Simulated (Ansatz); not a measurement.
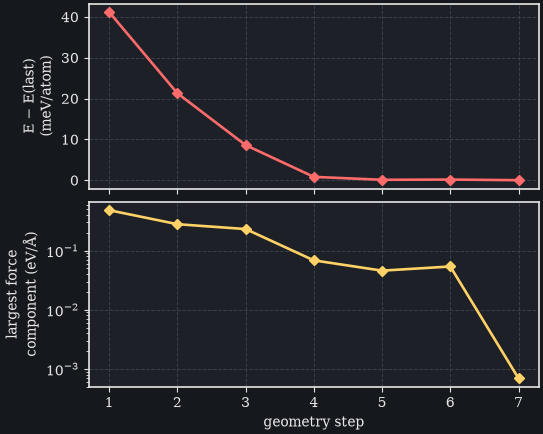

History of a geometry optimisation. Only the atoms move.

Sb3H (slab, 4 atoms in the cell); DFT PBEsol, scalar-relativistic, plane waves, PAW (Ansatz 0.2.0); cutoff 420 eV, 9×9×1 k-mesh, Gaussian smearing of 0.1 eV.

Q: How did it end, and what did it gain?

A: The optimisation met its thresholds at geometry 7, counting the start as the first. The energy fell by about 41 meV/atom from the first step to the last. Step 6 went uphill and was rejected by the line search. The largest force component goes from about 0.48 eV/Å at the start to 7 × 10⁻⁴ eV/Å at the end.

Q: By which step was nine tenths of the energy gained?

A: By step 4 of 7.
